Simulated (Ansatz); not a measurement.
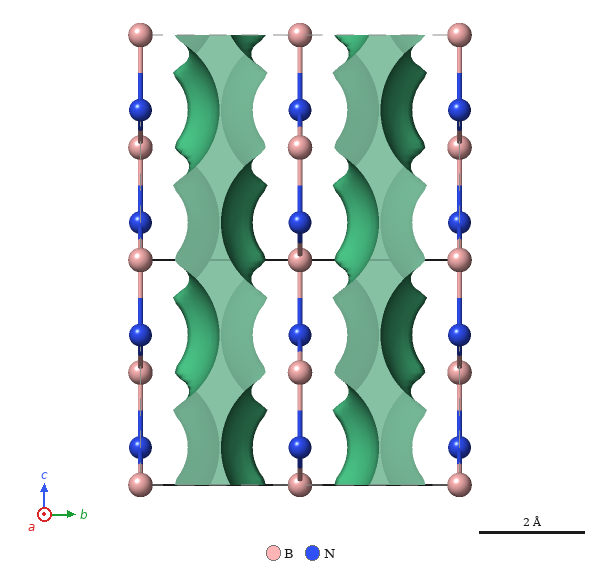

The green surface encloses the points that the centre of a probe sphere of radius 0.20 Å can occupy in BN in space group Fmm2, computed on a grid of about 0.10 Å (2×1×2 cells shown, view along the a axis; pale faces close the region where the box cuts it).

Hard-sphere model; Shannon crystal radii (six-coordinate where tabulated): B 0.41 Å, N 1.32 Å.

The cell is taken from coordinates from a relaxation at fixed volume with Ansatz 0.2.0, DFT PBE+D3(BJ), scalar-relativistic, plane waves, PAW.

```
B N
1.0
     2.50008    0.00000    0.00000
     0.00000    6.12447    0.00000
     0.00000    0.00000    4.31775
B N
4 4
Direct
  0.50000 0.00000 0.50020
  0.50000 0.50000 0.00020
  0.00000 0.00000 0.00020
  0.00000 0.50000 0.50020
  0.50000 0.00000 0.16650
  0.50000 0.50000 0.66650
  0.00000 0.00000 0.66650
  0.00000 0.50000 0.16650
```

Q: Do these regions connect?

A: Where they connect, they form a two-dimensional network in layers parallel to (010).

Q: What share of the cell can the probe's centre reach?

A: About 23 % of the volume (15 Å³ of 66.1 Å³).

Q: Give the largest included and the largest free sphere.

A: The largest sphere that fits anywhere has a diameter of 1.31 Å; the largest that can travel through the crystal, about 1.2 Å.

Q: How does the connectivity change as the probe shrinks?

A: Below a radius of about 0.59 Å the space forms one-dimensional channels along [100]. Below a radius of about 0.47 Å the space forms a two-dimensional network in layers parallel to (010). Below a radius of about 0.12 Å the space forms a three-dimensional network. These are grid estimates, good to about 0.05 Å.
